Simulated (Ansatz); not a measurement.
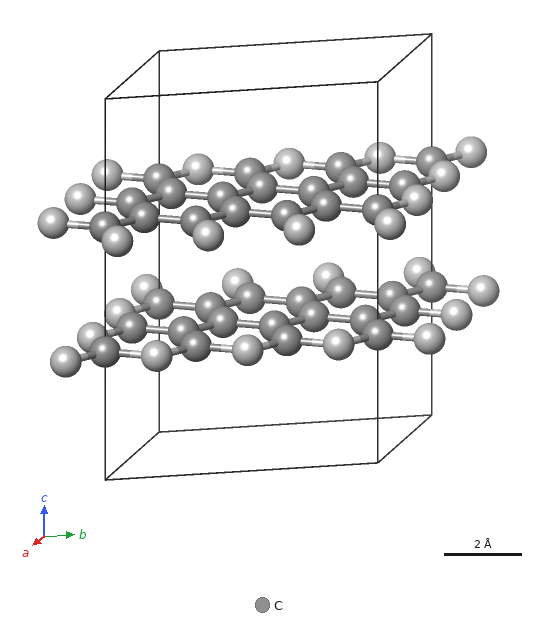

Figure 1. The structure as given in the input (ball-and-stick view of the 2 × 3 repeat of the cell, with the vacuum cut short, seen slightly off an axis; neighbours outside the cell are drawn fainter). An atom can appear more than once, as a periodic image. Near neighbours in the periodic cell (some may lie outside the picture): C has 3 C at 1.42 Å.

# Run report: C, single-point calculation

- system: C (4 atoms in the cell)
- method: DFT PBE+D3(BJ), scalar-relativistic, plane waves, PAW, no spin polarisation (Ansatz 0.2.0)

The structure derives from a Materials Project entry.

The program's output:
```
Engine: ansatz 0.2.0, aarch64-unknown-linux-gnu
Pseudopotentials: kind: paw
Pseudopotential: C, paw, valence charge 4, recommended cutoff 420 eV (normal), C.paw.azcp
Functional definition: PBE
  parameter kappa = 0.804
  parameter beta = 0.06672455060314922
  exchange = pbe_x(kappa = kappa, mu = beta*pi^2/3)
  correlation = pbe_c(beta = beta)
Crystal: 4 atoms, lattice volume = 126.095 Å³
Basis set: ecut = 420 eV, 2379 PW (Γ), exchange–correlation on 36×36×324 points (8 copies of the dense FFT grid, shifted against one another)
Bands: 12, of which v1, the nominal top of the filled ones, is band 8 counted from 1 (7 counted from 0)
Symmetry: 12 space group operations
Space group: P-3m1 (ITA 164), of the structure as read, at distance tolerance 5.0e-5 Å
k-points: 19 of 144
Non-local potential: C, projectors of the file, l = 0: 2, l = 1: 2, l = 2: 1
PAW form: soft (Blöchl's): semilocal exchange-correlation on the pseudo side does not see the compensation charge
PAW one-centre angular grid: C, 110 points (default); XC on 64 Gauss nodes
Initial density: superposition of atomic densities (neutral atoms: chi_scale 0, normalization atom), corrected by the library's trained network
Initial wavefunctions: pseudopotential atomic-orbital guess
Functional: x = pbe(κ = 0.804, μ = 0.2195149727645171), c = pbe(β = 0.06672455060314922)
SCF iter   1: F=—  HF=-1004.211147 eV  |F-HF|=—  |Δ(HF+E_count)|=         —  Δρ=1.74e-3  dr2=4.99e-3  ethr=1.77e-3  ⟨swp⟩=6.6  Hψ=1524  notcnv=0
preconditioner: auto → LDOS  [metal: Δε(μ)=0.000 eV  Ē_g=14.965 eV  σ=0.100 eV  W_gap=0.00  n_scr=14 (ndim 8)  ℏωp=13.2 eV  f_vac=0.700  D(μ)=0.31/eV (n_scr^D=4)  β→1.0]
SCF iter   2: F=—  HF=-1004.212280 eV  |F-HF|=—  |Δ(HF+E_count)|=   1.13e-3  Δρ=6.91e-4  dr2=2.02e-3  ethr=3.12e-5  ⟨swp⟩=2.6  Hψ=591  notcnv=0
SCF iter   3: F=—  HF=-1004.211837 eV  |F-HF|=—  |Δ(HF+E_count)|=   4.43e-4  Δρ=2.33e-4  dr2=1.93e-4  ethr=1.26e-5  ⟨swp⟩=2.4  Hψ=394  notcnv=0
SCF iter   4: F=—  HF=-1004.211835 eV  |F-HF|=—  |Δ(HF+E_count)|=   1.68e-6  Δρ=4.78e-5  dr2=4.07e-6  ethr=1.21e-6  ⟨swp⟩=2.2  Hψ=350  notcnv=0
SCF iter   5: F=—  HF=-1004.211790 eV  |F-HF|=—  |Δ(HF+E_count)|=   4.53e-5  Δρ=1.95e-5  dr2=4.25e-7  ethr=2.54e-8  ⟨swp⟩=2.4  Hψ=377  notcnv=0
iter 6 met the thresholds in force, and the SCF goes on: an eigenvalue changes by 31.96 meV, over its tolerance of 10.00 meV (output.eigenvalues, Limitations)
SCF iter   6: F=-1004.211790 eV  HF=-1004.211790 eV  |F-HF|=1.18e-7  |Δ(HF+E_count)|=   5.69e-8  Δρ=2.89e-6  dr2=7.26e-9  ethr=6.25e-10  ⟨swp⟩=10.5  Hψ=1408  notcnv=0
SCF iter   7: F=-1004.211790 eV  HF=-1004.211790 eV  |F-HF|=3.65e-9  |Δ(HF+E_count)|=   1.16e-7  Δρ=7.04e-7  dr2=4.87e-10  ethr=4.54e-11  ⟨swp⟩=4.8  Hψ=1055  notcnv=0
SCF 1 converged in 7 iterations: F = -1004.211790 eV  dr2 = 4.87e-10
  greatest PAW one-centre occupation: 0.675 electrons in one spin orbital (limit 2), on the C atom at site 1 (counted from 0), in its partial waves of l = 0
```

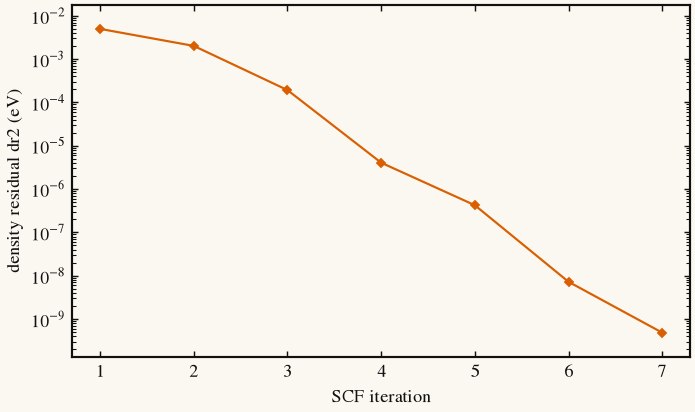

Figure 2. Convergence of the self-consistent field: density residual dr2 against the SCF iteration. The residual falls at every step.

```
SCF converged after 7 iterations
an eigenvalue changed by more than its tolerance at an iteration that met the thresholds in force, so the SCF went on 1 time: the last check found none over its tolerance
Free energy (F): -1004.211790 eV
Harris-Foulkes:  -1004.211790 eV  (|F-HF|=3.65e-9)
Internal energy: -1004.210223 eV  (E = F + TS)
E sigma→0 (E₀):  -1004.211006 eV
Entropy (-TS):   -0.001567 eV (-0.392 meV/atom)
Fermi energy:    -1.093660 eV
--- Per-component energies (eV) ---
  E_band       = -164.383731
  E_kinetic    = 364.845090
  E_local      = -10598.034314  (includes V_loc(G=0)·N_el)
  E_nonlocal   = 109.522061
  E_hartree    = 5112.380647
  E_xc         = -192.307979
  E_vxc        = -238.107923  (∫ρ·V_xc dr)
  E_paw        = -397.502795  (= ΣΔE_a)
  E_vpaw       = -27.368902  (= ΣTr[D̂ρ^β])
  E_aug_tail   = 0.000030  (compensation charges beyond the density's cutoff)
  E_ewald      = 4597.362016
  E_disp       = -0.474978  (pairwise vdW)
  E_smearing   = -0.001567  (= −TS)
  E_closure    = -0.000000  (closes the sum)
  Σ components = -1004.211790   (vs F -1004.211790, Δ=0.00e0)
--- Forces (eV/Å), atoms counted from 1 ---
  atom   1  C     -0.00000000     0.00000000    -0.01220330
  atom   2  C     -0.00000000    -0.00000000     0.01220330
  atom   3  C     -0.00000000     0.00000000    -0.00595816
  atom   4  C      0.00000000    -0.00000000     0.00595816
  max |Σ_I F_I| component: 1.48e-16 eV/Å
--- Stress (GPa, compression-positive) ---
        1.374189      -0.000000      -0.000000
       -0.000000       1.374189      -0.000000
       -0.000000       0.000000      -0.024830
  P = ⅓ Tr σ = 0.9078 GPa (9.078 kbar)
--- Band table (eV; the first three rows and the last of 19) ---
  k-point 0: bands = ["-20.7655", "-20.6310", "-9.2257", "-8.3215", "-4.1232", "-4.1232", "-4.1158", "-4.1158", "2.2933", "2.6589", "3.2655", "3.9378"]
  k-point 1: bands = ["-20.5997", "-20.4667", "-9.0252", "-8.1267", "-4.7813", "-4.7670", "-4.4686", "-4.4568", "2.5158", "2.8844", "3.4951", "4.1661"]
  k-point 2: bands = ["-20.1042", "-19.9753", "-8.4283", "-7.5486", "-6.4361", "-6.4083", "-5.2744", "-5.2572", "3.1829", "3.5596", "4.1838", "4.8504"]
  k-point 18: bands = ["-13.7621", "-13.7182", "-13.7182", "-13.6783", "-11.7338", "-11.7338", "-1.3942", "-1.0937", "-1.0937", "-0.7761", "9.5046", "9.5046"]
```

This output came from the following input.

The input:
```yaml
crystal:
  lattice:
    - [2.456227506, 0.0, 0.0]
    - [-1.228113753, 2.1271554177, 0.0]
    - [0.0, 0.0, 24.1339601687]
  atoms:
    - { symbol: C, position: [0.0, 0.0, 0.57046877] }
    - { symbol: C, position: [0.0, 0.0, 0.42953123] }
    - { symbol: C, position: [0.33333333, 0.66666667, 0.42952456] }
    - { symbol: C, position: [0.66666667, 0.33333333, 0.57047544] }
basis:
  ecutwfc: 420
kpoints:
  mp_grid: { grid: [12, 12, 1] }
hamiltonian:
  xc: pbe
  dispersion: d3bj
scf:
  occupations: { method: gaussian, width: 0.1 }
output:
  forces: true
  stress: true
  eigenvalues: true
```

Launched with:
```bash
ansatz run input.yaml --threads 4 --pin off --max-ram 10240MiB --backend cpu --events-out ev --progress --plain --runs-dir out
```

Summary:

- outcome: converged
- space group (tolerance 0.01 Å): P-3m1 (164)
- electrons treated: 16
- free energy: −1004.2118 eV
- Fermi energy: −1.094 eV
- gap on the k-point mesh: none (metallic)
- pressure: 0.91 GPa
- largest force (length of the vector): 0.012 eV/Å
- hardware: 4 threads of Arm Neoverse V1, 24 GiB of memory available, shared host
- wall time: 1.3 s (CPU time 4.2 s)
- peak memory: 0.35 GiB
